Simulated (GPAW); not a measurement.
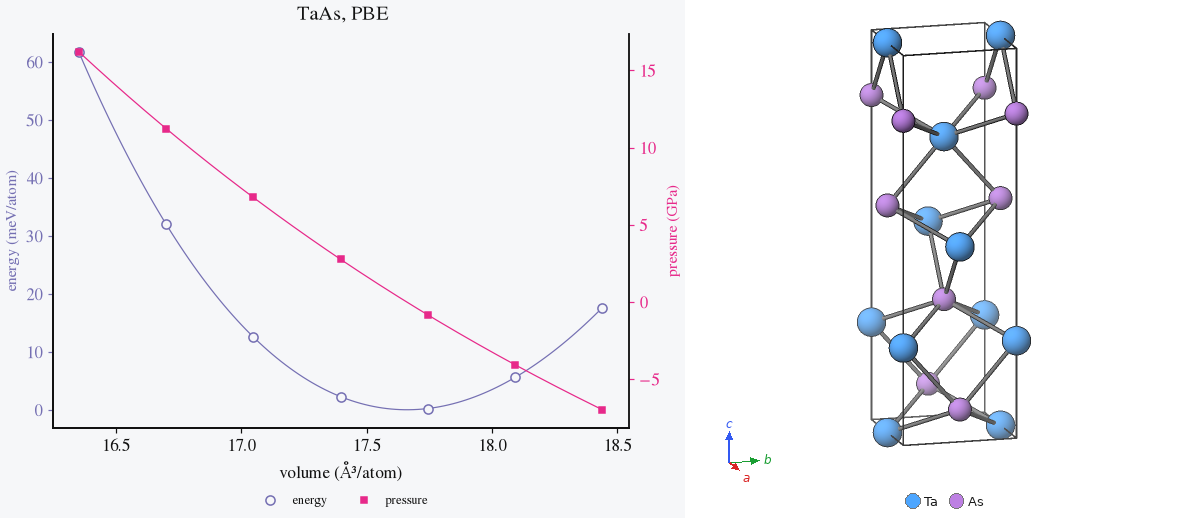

The picture above shows the energy and pressure against volume for TaAs, space group I4_1md (No. 109). The conventional cell is drawn beside the plot.

The given structure:
```xyz
4
Lattice="-1.7218 1.7218 5.8679 1.7218 -1.7218 5.8679 1.7218 1.7218 -5.8679" Properties=species:S:1:pos:R:3 pbc="T T T"
Ta    0.0000    0.0000    5.8676
Ta    1.7218    0.0000    2.9336
As    0.0000    0.0000    0.9698
As    0.0000    1.7218    3.9037
```

Calculation (GPAW 26.7.0): PAW DFT in plane waves, on a grid or in atomic orbitals, no spin polarisation; energies at scaled volumes of the given cell, shape and fractions fixed, counted from the fit's minimum, third-order Birch-Murnaghan fit. Level: PBE.

```tsv
setting	value
k mesh	7×7×7
occupations	Fermi–Dirac
smearing width	0.05 eV
potentials	GPAW PAW data sets (gpaw data 1.2.1)
wave cutoff	600 eV
program settings	basis pw
```

### How stiff is the solid, and where is its volume at rest?

A third-order Birch–Murnaghan fit gives V0 = 17.66 Å³/atom, B0 = 178 GPa and B′ = 4.4.

### What does the pressure do across the range?

It falls from 16.20 GPa at volume 16.35 Å³/atom to −6.98 GPa at 18.44 Å³/atom, and changes sign near 17.66 Å³/atom.

Keep in mind: shape and atomic fractions are frozen while scaling, which makes layered, chain and framework solids too stiff.
